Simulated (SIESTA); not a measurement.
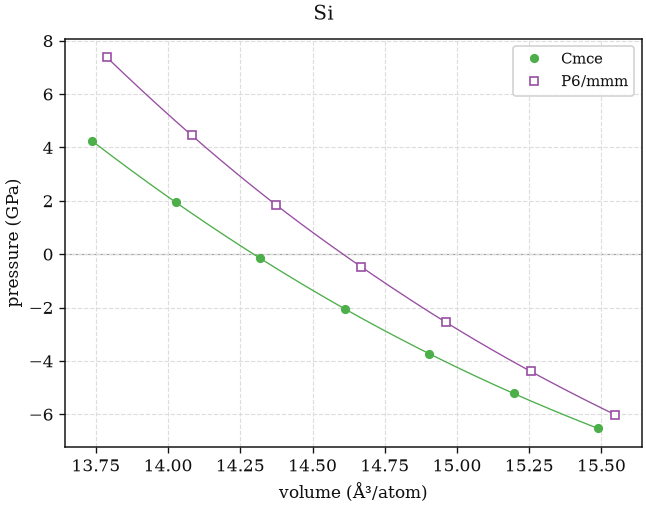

The plot gives the computed pressure against volume, with one curve for each structure, for Si.

Computed with SIESTA 5.4.2: DFT in numerical atomic orbitals with pseudopotentials, no spin polarisation; energies at scaled volumes of the given cell, shape and fractions fixed, counted from the fit's minimum, third-order Birch-Murnaghan fit. Level: LDA.

- occupations: Fermi–Dirac
- smearing width: 0.05 eV
- potentials: PseudoDojo 0.4 standard, converted to PSML, two zetas on semicore shells

Settings that differ: Cmce: k mesh 4×4×4; P6/mmm: k mesh 12×12×11.

> Order the curves by fitted equilibrium volume, smallest first.

Cmce 14.293, P6/mmm 14.604 Å³/atom.

> Order the curves by fitted bulk modulus, smallest first.

Cmce 98.1, P6/mmm 111.9 GPa.

> For Cmce: read off the course of the pressure.

It falls from 4.26 GPa at volume 13.73 Å³/atom to −6.53 GPa at 15.49 Å³/atom, and changes sign near 14.30 Å³/atom.

> For P6/mmm: how does the pressure vary with volume?

It falls from 7.38 GPa at volume 13.79 Å³/atom to −6.02 GPa at 15.55 Å³/atom, and changes sign near 14.61 Å³/atom.

Keep in mind: mulliken charges of long orbitals; shape and atomic fractions are frozen while scaling, which makes layered, chain and framework solids too stiff.
